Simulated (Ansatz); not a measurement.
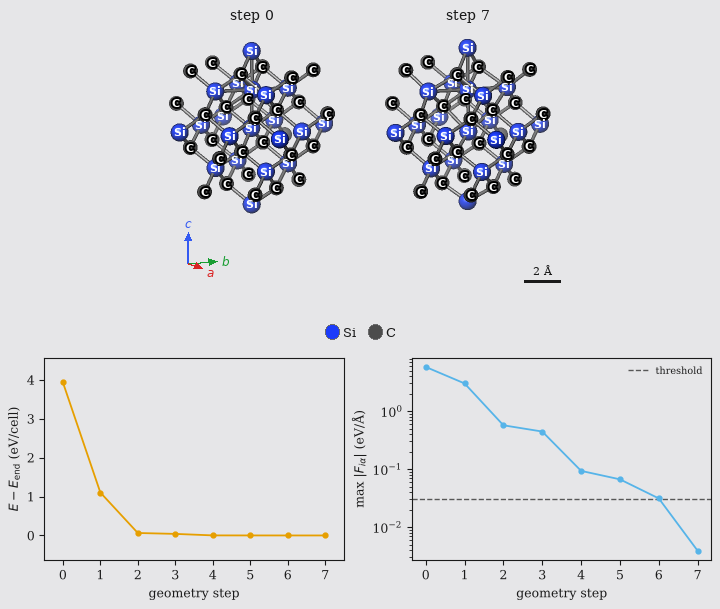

First and last geometry of a relaxation of a defect cell of composition Si₃₃C₃₂, with the history of the run. The picture is a ball-and-stick view of the atoms within 5.0 Å of the atom that moves most (axes of the cell of the calculation (origin shifted)), seen slightly off an axis.

Computed with DFT, PBEsol, PAW, plane waves (Ansatz 0.2.0). Set-up: plane-wave cutoff 420 eV; k-point mesh 1 × 1 × 1; mesh shifted by (0.25, 0.25, 0.25); collinear spin; atoms relaxed in a fixed cell; force threshold 0.03 eV/Å; at most 80 steps.

Read the history and describe the run.

Answer. It converged. A Si atom moves most: 0.22 Å along [0 1 −3]. Largest moves by element: Si 0.22 Å, C 0.11 Å. The lattice vectors keep their values. Near-neighbour distances that change, for instance: Si–Si 3.069 → 3.405 Å, Si–Si 3.089 → 3.405 Å, Si–Si 2.165 → 2.389 Å, Si–Si 2.147 → 2.362 Å. Bond angles that change, for instance: C–Si–C 110.6° → 97.1°, C–Si–C 110.1° → 97.1°, C–Si–C 109.5° → 97.1°. Over 7 geometry steps the energy falls by 3.938 eV per cell of the calculation. The largest force component goes from 5.8 to 0.0039 eV/Å. The program noted that the starting moments weren't kept. Cost: 55 s on 7 threads of Arm Neoverse-V2, peak memory 1.8 GiB.
